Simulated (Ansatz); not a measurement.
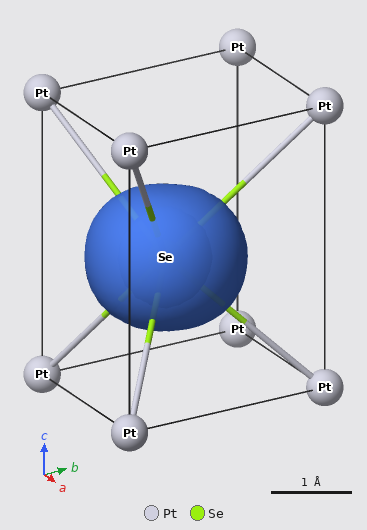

The picture shows: PtSe. Isosurface of the ELF at 0.7 (blue), seen slightly off an axis. Only the valence region is drawn (cores and ρ < 0.01 e/Å³ removed). Sticks mark near contacts.

Space group P-6m2; a generated structure, not necessarily the stable one; built by placing these elements on a known structure type; computed pressure about −9 GPa in this cell.

Computed with Ansatz, Kohn-Sham DFT of a periodic cell, PBE, Ansatz PAW.

In a PAW calculation such maps are meaningful between the atoms, not at the nuclei.

```yaml
crystal:
  lattice:
    - [3.62783, 0.00000, 0.00000]
    - [-1.81392, 3.14180, 0.00000]
    - [0.00000, 0.00000, 3.61284]
  atoms:
    - { symbol: Pt, position: [0.00000, 0.00000, 0.00000] }
    - { symbol: Se, position: [0.66667, 0.33333, 0.50000] }
```

Where are the electrons localised?

Answer. The ELF exceeds this value in one region wrapped around Se (its valence shell), counted in one cell of 2 atoms. Any copies at cell faces, edges or corners count once.

Values along the shortest contacts:
Pt–Se (2.77 Å): the ELF is about 0.35 at the midpoint.

Does the calculation make it a metal, or give it a gap?

Answer. It is metallic or semimetallic at this level of theory: no gap opens; semilocal functionals without U, or without the true magnetic order, often close the gap of such compounds.
